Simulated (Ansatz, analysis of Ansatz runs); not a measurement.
## N on an O site in ZnO: charge-transition level against experiment

Aim: the charge-transition level of the N on an O site in ZnO, to be set beside the measurement. Set-up: PBE, 32-site cell, PBE lattice, 420 eV, k: the single point 1/4 1/4 1/4 then 2x2x2 shifted 0.5 0.5 0.5, with the key nspin, started with the impurity moved along one bond. The model is a cell of 32 host atoms with 1 O taken out and 1 N put in. The level is the Fermi energy at which two charge states have equal formation energy, after a correction for the images of the charge.

What was measured. (0/-1) level above the valence-band top: 1.4 eV (“Acceptors in ZnO”, 2015, McCluskey et al.). The runs below try to reproduce this.

Calculated with Ansatz 0.2.0; plane-wave PAW DFT, PBE; relaxation of all atoms of a defect supercell.

**1. Starting point**

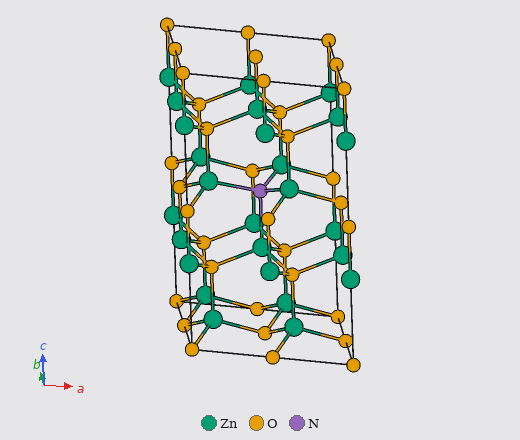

The cell as given, slightly off an axis (zinc teal, oxygen orange, nitrogen purple). Bonds to atoms that aren't drawn are left out. Some periodic images of atoms are drawn too.

The cell holds 32 atoms: 16 Zn, 15 O and 1 N. Its edges and angles: a = 6.559 Å, b = 6.559 Å, c = 10.587 Å, α = 90.0°, β = 90.0°, γ = 120.0°. It derives from ZnO (space group P6_3mc). Nearest the centre at fractional (0.667, 0.333, 0.440): N20 at 0.15 Å, Zn18 at 2.00 Å, Zn26 at 2.00 Å, Zn2 at 2.00 Å, Zn17 at 2.01 Å, O19 at 3.25 Å, O27 at 3.25 Å, O3 at 3.25 Å.

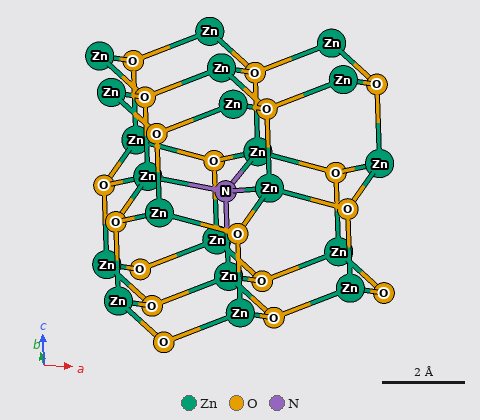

The atoms within 5 Å of the centre.

The host's primitive cell comes from a first run (plane-wave PAW DFT, PBE; relaxation of the host's cell and atoms): vectors of 3.280, 3.280 and 5.293 Å. That is 12.33 Å³ an atom, 3.6 % over the diffraction cell's volume. The supercell is built on it.

**2. Relaxation, charge 0**

Every later number rests on the structure around the defect, so the atoms are relaxed at the host's lattice first.

Input file relax0/input.yaml:

```yaml
relax:
  f_tol: 0.02
  max_steps: 80
  random_displacement: { amplitude: 0.02, seed: 935 }
crystal:
  lattice:
    - [6.55903995, 0.0, 0.0]
    - [-3.27951997, 5.68029522, 0.0]
    - [0.0, 0.0, 10.58650209]
  atoms:
    - { symbol: Zn, position: [0.166666667, 0.333333333, 0.249983552] }
    - { symbol: Zn, position: [0.333333333, 0.166666667, 0.499983552] }
    - { symbol: O, position: [0.333333333, 0.166666667, 0.189521448] }
    - { symbol: O, position: [0.166666667, 0.333333333, 0.439521448] }
    - { symbol: Zn, position: [0.166666667, 0.333333333, 0.749983552] }
    - { symbol: Zn, position: [0.333333333, 0.166666667, 0.999983552] }
    - { symbol: O, position: [0.333333333, 0.166666667, 0.689521448] }
    - { symbol: O, position: [0.166666667, 0.333333333, 0.939521448] }
    - { symbol: Zn, position: [0.166666667, 0.833333333, 0.249983552] }
    - { symbol: Zn, position: [0.333333333, 0.666666667, 0.499983552] }
    - { symbol: O, position: [0.333333333, 0.666666667, 0.189521448] }
    - { symbol: O, position: [0.166666667, 0.833333333, 0.439521448] }
    - { symbol: Zn, position: [0.166666667, 0.833333333, 0.749983552] }
    - { symbol: Zn, position: [0.333333333, 0.666666667, 0.999983552] }
    - { symbol: O, position: [0.333333333, 0.666666667, 0.689521448] }
    - { symbol: O, position: [0.166666667, 0.833333333, 0.939521448] }
    - { symbol: Zn, position: [0.666666667, 0.333333333, 0.249983552] }
    - { symbol: Zn, position: [0.833333333, 0.166666667, 0.499983552] }
    - { symbol: O, position: [0.833333333, 0.166666667, 0.189521448] }
    - { symbol: "N", position: [0.666666667, 0.333333333, 0.453690434] }
    - { symbol: Zn, position: [0.666666667, 0.333333333, 0.749983552] }
    - { symbol: Zn, position: [0.833333333, 0.166666667, 0.999983552] }
    - { symbol: O, position: [0.833333333, 0.166666667, 0.689521448] }
    - { symbol: O, position: [0.666666667, 0.333333333, 0.939521448] }
    - { symbol: Zn, position: [0.666666667, 0.833333333, 0.249983552] }
    - { symbol: Zn, position: [0.833333333, 0.666666667, 0.499983552] }
    - { symbol: O, position: [0.833333333, 0.666666667, 0.189521448] }
    - { symbol: O, position: [0.666666667, 0.833333333, 0.439521448] }
    - { symbol: Zn, position: [0.666666667, 0.833333333, 0.749983552] }
    - { symbol: Zn, position: [0.833333333, 0.666666667, 0.999983552] }
    - { symbol: O, position: [0.833333333, 0.666666667, 0.689521448] }
    - { symbol: O, position: [0.666666667, 0.833333333, 0.939521448] }
  host:
    repeats: [2, 2, 2]
    atoms:
      - { symbol: Zn, position: [0.333333333, 0.666666667, 0.499967103] }
      - { symbol: Zn, position: [0.666666667, 0.333333333, 0.999967103] }
      - { symbol: O, position: [0.666666667, 0.333333333, 0.379042897] }
      - { symbol: O, position: [0.333333333, 0.666666667, 0.879042897] }
basis:
  ecutwfc: 420
  xc_grid: 2
hamiltonian:
  xc: pbe
kpoints:
  mp_grid: { grid: [1, 1, 1], shift: [0.25, 0.25, 0.25] }
magnetization:
  spin_polarized: true
  initial_magnetization: 1
  spin_locking: { lock_magnetization: hard }
  nspin: 2
scf:
  occupations: { method: fermi_dirac, width: 0.01 }
  max_iter: 60
output:
  forces: true
  charged_corrections:
    epsilon: [5.21, 5.21, 5.27]
    static_epsilon: [10.56, 10.56, 11.59]
    defect_position: [0.666667, 0.333333, 0.439505]
checkpoint:
  write: "../relax0.run"
  compress: false
  write_wavefunctions: true
  write_every: 100000
```

The run is started by

```console
$ ansatz run input.yaml --threads 2 --pin off --max-ram 3768MiB --backend cpu --events-out ev --progress --plain --runs-dir out
```

Output:

```text
Error: YAML parse error: error: line 61 column 3: unknown field `nspin`, expected one of spin_polarized, noncollinear, spin_orbit, initial_magnetization, per_species, retry_lost_moments, magnetic_field, spin_locking, spin_spiral
  --> <input>:61:3
   |
59 |   initial_magnetization: 1
60 |   spin_locking: { lock_magnetization: hard }
61 |   nspin: 2
   |   ^ unknown field `nspin`, expected one of spin_polarized, noncollinear, spin_orbit, initial_magnetization, per_species, retry_lost_moments, magnetic_field, spin_locking, spin_spiral
62 | scf:
63 |   occupations: { method: fermi_dirac, width: 0.01 }
   |
```

Elapsed: 0.02 s, on 2 threads of Arm Neoverse V2, shared host; peak memory 0.022 GiB.

The program refused the input before any cycle.

The program's message: “Error: YAML parse error: error: line 61 column 3: unknown field `nspin`, expected one of spin_polarized, noncollinear, spin_orbit, initial_magnetization, per_species, retry_lost_moments, magnetic_fiel …”

**3. Outcome**

The charge-transition level was not obtained, because the step “relaxation, charge 0” was refused by the program; the cause lies in the set-up: nspin is a key of another program.

[Logs are printed without paths, hosts, clocks, repeated set-up lines and the standing remarks that a program may print on its own settings, such as how far it seeks lower states.]

[Hosts, paths, dates, database ids (printed as entryN), source tags and the programs' standing remarks are cut or masked in the printed files.]

[For some hosts the program warned that the k-mesh of the response run may be too coarse for force constants and the static dielectric constant; such warnings are not shown here.]
